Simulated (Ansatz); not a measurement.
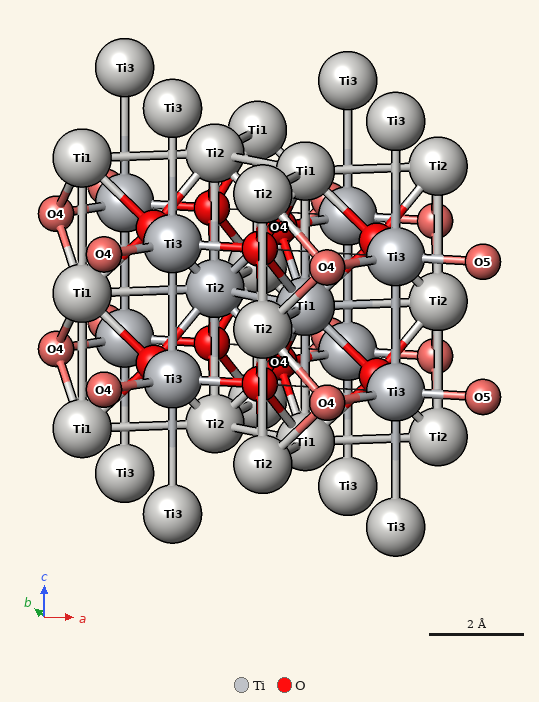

Figure 1. The starting structure (ball-and-stick view of the cell of the calculation, seen slightly off an axis; neighbours outside the cell are drawn fainter; atoms are numbered from 1 in the order of the input).

Geometry relaxation, with input and output: TiO (part 1 of 2)

The run: geometry relaxation of TiO (6 atoms in the cell). Method and program: DFT r2SCAN+U, scalar-relativistic, plane waves, PAW, Ueff = 4 eV on Ti d, no spin polarisation (Ansatz 0.2.0).

The structure derives from a Materials Project entry. It belongs to a series of runs on one base structure; here: uniaxial strain along c, a, b and atoms relaxed: +1.0 %. Figures and captions count atoms from 1; the log counts them from 0 in places.

What the program printed:
```
Warning: crystal.symmetry: narrowed to the stabiliser of the fixed cell quantities (relax.cell.fix) — unitary ops 12 → 4. The narrowing is safe, since a smaller group never makes results wrong: the run goes on under it, on as many k-points as the starting group would need, or more. Excluded: 8 operations that would move a fixed cell quantity at a test strain (relax.cell.fix fixes c, alpha, beta, gamma). The cell can leave their symmetry as it relaxes.
Ti: projections on atomic orbitals take those of the free atom [Ne] 3s2 3p6 3d2 4s2, of charge +0.00 (hamiltonian.pseudopotentials.projection_atoms); the dataset's partial waves leave at most 4.1e-7 of an orbital's norm unspanned inside its sphere
O: projections on atomic orbitals take those of the free atom [He] 2s2 2p4, of charge +0.00 (hamiltonian.pseudopotentials.projection_atoms); the dataset's partial waves leave at most 1.9e-8 of an orbital's norm unspanned inside its sphere
Engine: ansatz 0.2.0, x86_64-unknown-linux-gnu
Pseudopotentials: kind: paw
Pseudopotential: Ti, paw, valence charge 12, recommended cutoff 500 eV (meta_gga), Ti.paw.azcp
Pseudopotential: O, paw, valence charge 6, recommended cutoff 500 eV (meta_gga), O.paw.azcp
Functional definition: r2SCAN
  parameter k0 = 0.174
  parameter k1 = 0.065
  parameter a1 = 4.9479
  exchange = r2scan_x(k0 = k0, k1 = k1, a1 = a1)
  correlation = r2scan_c
Crystal: 6 atoms, lattice volume = 63.878 Å³
Basis set: ecut = 500 eV, 1601 PW (Γ), exchange–correlation on 160×160×96 points (64 copies of the dense FFT grid, shifted against one another)
Bands: 33, of which v1, the nominal top of the filled ones, is band 27 counted from 1 (26 counted from 0)
Symmetry: 4 space group operations
k-points: 301 of 1728 (time reversal used)
Non-local potential: Ti, projectors of the file, l = 0: 3, l = 1: 2, l = 2: 3, l = 3: 1
Non-local potential: O, projectors of the file, l = 0: 2, l = 1: 2, l = 2: 1
PAW form: soft (Blöchl's): semilocal exchange-correlation on the pseudo side does not see the compensation charge
PAW frozen core: Ti, regenerated for the run's functional (the file was generated under x = pbe(κ = 0.804, μ = 0.2195149727645171), c = pbe(β = 0.06672455060314922))
PAW frozen core: O, regenerated for the run's functional (the file was generated under x = pbe(κ = 0.804, μ = 0.2195149727645171), c = pbe(β = 0.06672455060314922))
PAW one-centre angular grid: Ti, 590 points (default); XC on 160 Gauss nodes
PAW one-centre angular grid: O, 302 points (default); XC on 160 Gauss nodes
Initial density: superposition of atomic densities (chi_scale 0.1, normalization cell, long waves of neutral atoms under a Hubbard term (reshape's long-wave potential 0.02 eV rms, cloud 2.26 Å wide))
Initial wavefunctions: pseudopotential atomic-orbital guess
Functional: x = r2scan, c = r2scan; τ floored in thin density (d = 2e-4 eV/Å³)
SCF iter   1: F=—  HF=-9215.249023 eV  |F-HF|=—  |Δ(HF+E_count)|=         —  Δρ=6.90e-2  dr2=5.35e0  dr2_τ=2.78e-1  ethr=3.10e-3  ⟨swp⟩=4.9  Hψ=38595  notcnv=0
preconditioner: auto → Kerker (q_TF=auto, 2.653 Å⁻¹)  [metal: Δε(μ)=0.002 eV  Ē_g=10.391 eV  σ=0.100 eV  W_gap=0.01  n_scr=26 (ndim 8)  ℏωp=25.4 eV  f_vac=0.000  D(μ)=0.67/eV (n_scr^D=0)]
SCF iter   2: F=—  HF=-9216.067490 eV  |F-HF|=—  |Δ(HF+E_count)|=   8.18e-1  Δρ=4.61e-2  dr2=1.13e0  dr2_τ=1.63e-1  ethr=3.10e-3  ⟨swp⟩=3.0  Hψ=18547  notcnv=0  defer=357
SCF iter   3: F=—  HF=-9216.344370 eV  |F-HF|=—  |Δ(HF+E_count)|=   2.77e-1  Δρ=2.31e-2  dr2=2.54e-1  dr2_τ=1.39e-2  ethr=2.09e-3  ⟨swp⟩=2.8  Hψ=15102  notcnv=0  defer=354
SCF iter   4: F=—  HF=-9216.587119 eV  |F-HF|=—  |Δ(HF+E_count)|=   2.43e-1  Δρ=1.05e-2  dr2=5.85e-2  dr2_τ=6.15e-3  ethr=4.71e-4  ⟨swp⟩=2.8  Hψ=19064  notcnv=0  defer=390
SCF iter   5: F=—  HF=-9216.597776 eV  |F-HF|=—  |Δ(HF+E_count)|=   1.07e-2  Δρ=5.28e-3  dr2=1.13e-2  dr2_τ=1.79e-3  ethr=1.08e-4  ⟨swp⟩=2.1  Hψ=16390  notcnv=0  defer=420
SCF iter   6: F=—  HF=-9216.602512 eV  |F-HF|=—  |Δ(HF+E_count)|=   4.74e-3  Δρ=1.64e-3  dr2=1.42e-3  dr2_τ=7.88e-5  ethr=2.10e-5  ⟨swp⟩=2.3  Hψ=14581  notcnv=0  defer=424
SCF iter   7: F=—  HF=-9216.602892 eV  |F-HF|=—  |Δ(HF+E_count)|=   3.80e-4  Δρ=4.93e-4  dr2=3.12e-4  dr2_τ=7.61e-6  ethr=2.62e-6  ⟨swp⟩=2.5  Hψ=15749  notcnv=0  defer=425
SCF iter   8: F=—  HF=-9216.602897 eV  |F-HF|=—  |Δ(HF+E_count)|=   5.25e-6  Δρ=1.47e-4  dr2=1.08e-5  dr2_τ=8.71e-7  ethr=5.77e-7  ⟨swp⟩=1.9  Hψ=12572  notcnv=0  defer=426
SCF iter   9: F=—  HF=-9216.602906 eV  |F-HF|=—  |Δ(HF+E_count)|=   8.82e-6  Δρ=4.55e-5  dr2=1.26e-6  dr2_τ=7.70e-8  ethr=2.00e-8  ⟨swp⟩=2.4  Hψ=16367  notcnv=0  defer=430
SCF iter  10: F=—  HF=-9216.602906 eV  |F-HF|=—  |Δ(HF+E_count)|=   1.84e-7  Δρ=1.49e-5  dr2=1.25e-7  dr2_τ=1.34e-8  ethr=2.34e-9  ⟨swp⟩=2.0  Hψ=15684  notcnv=0  defer=430
SCF iter  11: F=-9216.602906 eV  HF=-9216.602906 eV  |F-HF|=4.18e-11  |Δ(HF+E_count)|=   1.50e-8  Δρ=4.15e-6  dr2=1.20e-8  dr2_τ=6.01e-10  ethr=1.85e-10  ⟨swp⟩=10.6  Hψ=40243  notcnv=0
SCF 1 converged in 11 iterations: F = -9216.602906 eV  dr2 = 1.20e-8
  greatest PAW one-centre occupation: 1.002 electrons in one spin orbital (limit 2), on the Ti atom at site 0 (counted from 0), in its partial waves of l = 1
relax step   1: F+E_penalty+E_count = -9216.60290640 eV  Δ(F+E_penalty+E_count) = +0.000e0 eV  max|allowed force component| = 1.357e-2 eV/Å  Δτ_max = 0.0000 Å  P = -0.975 GPa  Ω = 63.878 Å³  fix = [c, alpha, beta, gamma]  reactions: c -3.104 GPa; gamma +0.000 GPa/rad  (11 SCF iters, dr2 threshold 1.00e-7 eV, accepted)
Crystal: 6 atoms, lattice volume = 63.887 Å³
Initial density: handed on by an earlier stage of this run
Initial wavefunctions: those handed on with the density
iter 1 solved again at ethr=6.79e-9 eV; its pass at ethr=3.10e-3 eV (dr2=3.67e-6 eV) is discarded
SCF iter   1: F=—  HF=-9216.602912 eV  |F-HF|=—  |Δ(HF+E_count)|=         —  Δρ=6.59e-5  dr2=4.00e-6  dr2_τ=1.85e-5  ethr=6.79e-9  ⟨swp⟩=2.7  Hψ=48985  notcnv=0
preconditioner: auto → Kerker (q_TF=auto, 2.653 Å⁻¹)  [metal: Δε(μ)=0.092 eV  Ē_g=10.440 eV  σ=0.100 eV  W_gap=0.44  n_scr=26 (ndim 8)  ℏωp=25.4 eV  f_vac=0.000  D(μ)=0.41/eV (n_scr^D=0)]
SCF iter   2: F=—  HF=-9216.602914 eV  |F-HF|=—  |Δ(HF+E_count)|=   1.85e-6  Δρ=2.99e-5  dr2=4.40e-7  dr2_τ=8.85e-8  ethr=6.79e-9  ⟨swp⟩=2.6  Hψ=15713  notcnv=0
SCF iter   3: F=—  HF=-9216.602914 eV  |F-HF|=—  |Δ(HF+E_count)|=   4.10e-8  Δρ=1.77e-5  dr2=2.00e-7  dr2_τ=9.89e-9  ethr=8.14e-10  ⟨swp⟩=2.0  Hψ=11336  notcnv=0
SCF iter   4: F=-9216.602914 eV  HF=-9216.602914 eV  |F-HF|=4.66e-9  |Δ(HF+E_count)|=   2.24e-8  Δρ=5.97e-6  dr2=1.70e-8  dr2_τ=1.19e-9  ethr=3.68e-11  ⟨swp⟩=3.2  Hψ=36546  notcnv=0
SCF 2 converged in 4 iterations: F = -9216.602914 eV  dr2 = 1.70e-8
  greatest PAW one-centre occupation: 1.002 electrons in one spin orbital (limit 2), on the Ti atom at site 1 (counted from 0), in its partial waves of l = 1
relax step   2: F+E_penalty+E_count = -9216.60291375 eV  Δ(F+E_penalty+E_count) = -7.350e-6 eV  max|allowed force component| = 7.499e-3 eV/Å  Δτ_max = 0.0004 Å  P = -1.018 GPa  Ω = 63.887 Å³  energy of the carried Pulay correction = -7.563e-6 eV  fix = [c, alpha, beta, gamma]  reactions: c -3.125 GPa; gamma +0.000 GPa/rad  (4 SCF iters, dr2 threshold 1.99e-8 eV, accepted)
Crystal: 6 atoms, lattice volume = 63.889 Å³
iter 1 solved again at ethr=1.38e-8 eV; its pass at ethr=3.10e-3 eV (dr2=7.45e-6 eV) is discarded
SCF iter   1: F=—  HF=-9216.602912 eV  |F-HF|=—  |Δ(HF+E_count)|=         —  Δρ=9.45e-5  dr2=8.17e-6  dr2_τ=3.62e-5  ethr=1.38e-8  ⟨swp⟩=1.6  Hψ=44691  notcnv=0
preconditioner: auto → Kerker (q_TF=auto, 2.653 Å⁻¹)  [metal: Δε(μ)=0.092 eV  Ē_g=10.440 eV  σ=0.100 eV  W_gap=0.43  n_scr=26 (ndim 8)  ℏωp=25.4 eV  f_vac=0.000  D(μ)=0.41/eV (n_scr^D=0)]
SCF iter   2: F=—  HF=-9216.602912 eV  |F-HF|=—  |Δ(HF+E_count)|=   8.57e-7  Δρ=4.25e-5  dr2=8.02e-7  dr2_τ=1.77e-7  ethr=1.38e-8  ⟨swp⟩=2.1  Hψ=13223  notcnv=0
SCF iter   3: F=—  HF=-9216.602918 eV  |F-HF|=—  |Δ(HF+E_count)|=   6.10e-6  Δρ=2.59e-5  dr2=4.21e-7  dr2_τ=2.08e-8  ethr=1.48e-9  ⟨swp⟩=2.0  Hψ=12007  notcnv=0
SCF iter   4: F=—  HF=-9216.602919 eV  |F-HF|=—  |Δ(HF+E_count)|=   1.13e-7  Δρ=7.43e-6  dr2=2.44e-8  dr2_τ=2.74e-9  ethr=7.80e-10  ⟨swp⟩=2.0  Hψ=13393  notcnv=0
SCF iter   5: F=—  HF=-9216.602919 eV  |F-HF|=—  |Δ(HF+E_count)|=   1.55e-8  Δρ=3.53e-6  dr2=8.30e-9  dr2_τ=7.81e-10  ethr=4.53e-11  ⟨swp⟩=2.0  Hψ=14831  notcnv=0
SCF iter   6: F=—  HF=-9216.602919 eV  |F-HF|=—  |Δ(HF+E_count)|=   2.27e-9  Δρ=2.10e-6  dr2=4.34e-9  dr2_τ=2.13e-10  ethr=6.05e-12  ⟨swp⟩=4.9  Hψ=32805  notcnv=0
SCF iter   7: F=-9216.602919 eV  HF=-9216.602919 eV  |F-HF|=6.18e-11  |Δ(HF+E_count)|=  1.82e-12  Δρ=5.02e-7  dr2=2.31e-10  dr2_τ=8.07e-12  ethr=6.05e-12  ⟨swp⟩=4.0  Hψ=30376  notcnv=0
SCF 3 converged in 7 iterations: F = -9216.602919 eV  dr2 = 2.31e-10
relax step   3: F+E_penalty+E_count = -9216.60291860 eV  Δ(F+E_penalty+E_count) = -4.847e-6 eV  max|allowed force component| = 2.211e-6 eV/Å  Δτ_max = 0.0005 Å  P = -1.042 GPa  Ω = 63.889 Å³  energy of the carried Pulay correction = -8.924e-6 eV  fix = [c, alpha, beta, gamma]  reactions: c -3.135 GPa; gamma +0.000 GPa/rad  (7 SCF iters, dr2 threshold 3.27e-9 eV, accepted)
Initial wavefunctions: pseudopotential atomic-orbital guess (no wavefunctions were taken with the density)
iter 1 solved again at ethr=3.16e-8 eV; its pass at ethr=3.10e-3 eV (dr2=1.71e-5 eV) is discarded
SCF iter   1: F=—  HF=-9216.602917 eV  |F-HF|=—  |Δ(HF+E_count)|=         —  Δρ=3.06e-5  dr2=1.12e-8  dr2_τ=1.69e-10  ethr=3.16e-8  ⟨swp⟩=4.0  Hψ=64366  notcnv=0
preconditioner: auto → Kerker (q_TF=auto, 2.653 Å⁻¹)  [metal: Δε(μ)=0.092 eV  Ē_g=10.439 eV  σ=0.100 eV  W_gap=0.43  n_scr=26 (ndim 8)  ℏωp=25.4 eV  f_vac=0.000  D(μ)=0.41/eV (n_scr^D=0)]
SCF iter   2: F=—  HF=-9216.602924 eV  |F-HF|=—  |Δ(HF+E_count)|=   7.30e-6  Δρ=1.55e-5  dr2=3.43e-9  dr2_τ=6.42e-8  ethr=2.08e-11  ⟨swp⟩=3.4  Hψ=19601  notcnv=0
SCF iter   3: F=—  HF=-9216.602925 eV  |F-HF|=—  |Δ(HF+E_count)|=   9.25e-7  Δρ=3.52e-6  dr2=1.20e-9  dr2_τ=3.06e-9  ethr=6.35e-12  ⟨swp⟩=2.9  Hψ=18050  notcnv=0
SCF iter   4: F=—  HF=-9216.602925 eV  |F-HF|=—  |Δ(HF+E_count)|=   4.47e-8  Δρ=3.83e-7  dr2=6.15e-11  dr2_τ=2.17e-11  ethr=2.23e-12  ⟨swp⟩=2.0  Hψ=13521  notcnv=0
SCF iter   5: F=—  HF=-9216.602925 eV  |F-HF|=—  |Δ(HF+E_count)|=  1.75e-10  Δρ=1.60e-7  dr2=1.47e-11  dr2_τ=1.11e-12  ethr=1.00e-12  ⟨swp⟩=1.0  Hψ=9933  notcnv=0
SCF iter   6: F=-9216.602925 eV  HF=-9216.602925 eV  |F-HF|=3.64e-12  |Δ(HF+E_count)|=  1.09e-11  Δρ=6.92e-8  dr2=4.48e-12  dr2_τ=2.02e-13  ethr=1.00e-12  ⟨swp⟩=6.2  Hψ=40917  notcnv=0
SCF 4 converged in 6 iterations: F = -9216.602925 eV  dr2 = 4.48e-12
relax step   4: F+E_penalty+E_count = -9216.60292485 eV  Δ(F+E_penalty+E_count) = -6.254e-6 eV  max|allowed force component| = 2.151e-6 eV/Å  Δτ_max = 0.0000 Å  P = -1.042 GPa  Ω = 63.889 Å³  fix = [c, alpha, beta, gamma]  reactions: c -3.133 GPa; gamma +0.000 GPa/rad  stress off target by 4.14e-3 GPa on what of the cell is left free  SCF on the basis re-selected at this cell (its energy is not comparable with the rows above)  (6 SCF iters)
```

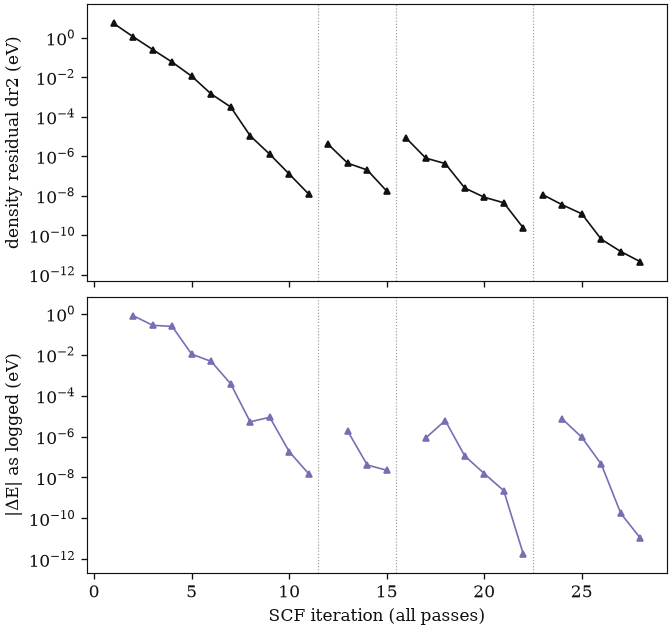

Figure 2. Convergence of the self-consistent field: density residual dr2 and size of the energy change against the SCF iteration. The dotted lines part the SCF passes of the relaxation: geometry steps, rejected trials and re-solves on a re-selected basis. The passes take 11, 4, 7 and 6 iterations.
